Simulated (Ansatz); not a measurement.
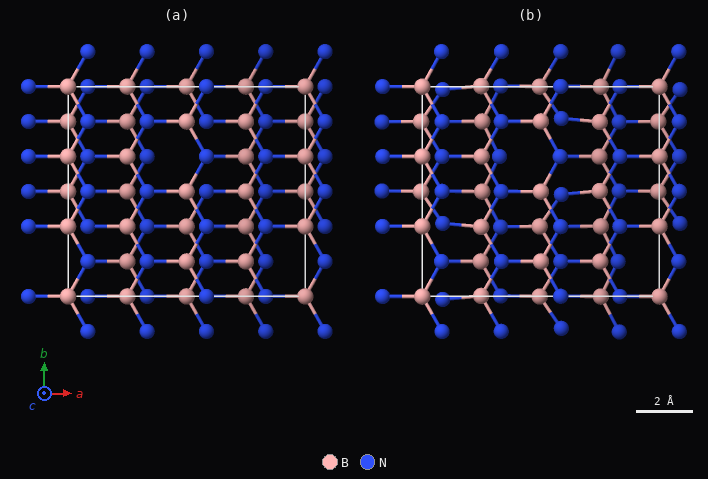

The structure of a defect cell of composition B11N12 before (left) and after (right) a relaxation, at one scale.

A ball-and-stick model of the conventional cell (2 times the calculation's cell), seen along the c axis. Lengths and directions refer to the drawn axes.

Case: B vacancy, atoms relaxed.

Theory: Ansatz 0.2.0, DFT PBEsol, scalar-relativistic, plane waves, PAW.

Input
```yaml
crystal:
  lattice:
    - [-3.7562920096, 3.6144936715, -3.4815292169]
    - [3.7562920096, 3.6144936715, -3.4815292169]
    - [0.0, -1.4457974686, -6.9630584338]
  atoms:
    - { symbol: B, position: [0.5834274096, 0.916760743, 0.2504703814] }
    - { symbol: B, position: [0.8334274096, 0.166760743, 0.5004703814] }
    - { symbol: B, position: [0.5000940763, 0.5000940763, 0.5004703814] }
    - { symbol: B, position: [0.2500940763, 0.2500940763, 0.2504703814] }
    - { symbol: B, position: [9.40763e-05, 9.40763e-05, 0.0004703814] }
    - { symbol: B, position: [0.7500940763, 0.7500940763, 0.7504703814] }
    - { symbol: B, position: [0.666760743, 0.3334274096, 0.0004703814] }
    - { symbol: B, position: [0.416760743, 0.0834274096, 0.7504703814] }
    - { symbol: B, position: [0.916760743, 0.5834274096, 0.2504703814] }
    - { symbol: B, position: [0.3334274096, 0.666760743, 0.0004703814] }
    - { symbol: B, position: [0.0834274096, 0.416760743, 0.7504703814] }
    - { symbol: "N", position: [0.3334643404, 0.000131007, 0.3339883686] }
    - { symbol: "N", position: [0.750131007, 0.0834643404, 0.0839883686] }
    - { symbol: "N", position: [0.000131007, 0.3334643404, 0.3339883686] }
    - { symbol: "N", position: [0.6667976737, 0.6667976737, 0.3339883686] }
    - { symbol: "N", position: [0.4167976737, 0.4167976737, 0.0839883686] }
    - { symbol: "N", position: [0.1667976737, 0.1667976737, 0.8339883686] }
    - { symbol: "N", position: [0.9167976737, 0.9167976737, 0.5839883686] }
    - { symbol: "N", position: [0.8334643404, 0.500131007, 0.8339883686] }
    - { symbol: "N", position: [0.5834643404, 0.250131007, 0.5839883686] }
    - { symbol: "N", position: [0.0834643404, 0.750131007, 0.0839883686] }
    - { symbol: "N", position: [0.500131007, 0.8334643404, 0.8339883686] }
    - { symbol: "N", position: [0.250131007, 0.5834643404, 0.5839883686] }
basis:
  ecutwfc: 420
kpoints:
  mp_grid: { grid: [4, 4, 4] }
hamiltonian:
  xc: pbesol
scf:
  occupations: { method: gaussian, width: 0.05 }
output:
  forces: true
  stress: true
  eigenvalues: true
  write_density: true
  write_potential: true
  elf: true
  volumetric_format: npy
relax:
  adjacent_minimum: "off"
  f_tol: 0.02
  max_steps: 50
```

Launched with:
```bash
ansatz run input.yaml --threads 4 --pin off --max-ram 9216MiB --backend cpu --events-out ev --progress --plain --runs-dir out
```

Q: Describe what moved and what it gained.

A: After 5 accepted moves (6 points after the start) the energy has fallen by 0.447 eV per cell of the calculation. The largest force component goes from 2.1 to 0.0073 eV/Å. The line search rejected the trial step at point 3 of the run. The largest moves, 0.12 Å, are those of N18 and N23. N23 goes roughly along [1 3 1]. Largest moves by element: N 0.12 Å, B 0.04 Å. The cell stays as it was. Among the contacts that change: B2–N18 1.446 → 1.391 Å, B11–N23 1.446 → 1.409 Å, B1–N13 1.446 → 1.469 Å, B11–N17 1.446 → 1.465 Å. Among the angles between lasting bonds that change: B2–N18–B6 120.0° → 130.0°, N20–B3–N23 120.0° → 113.6°, B1–N12–B4 120.0° → 126.2°. Cost: 100 s on 4 threads of Arm Neoverse V1, on a shared host, peak memory 0.84 GiB.

Limits of the set-up: the cell has an odd number of electrons but was run without spin polarisation; the periodic images lie only 6.3 Å apart, so the values are limited by the cell's size.
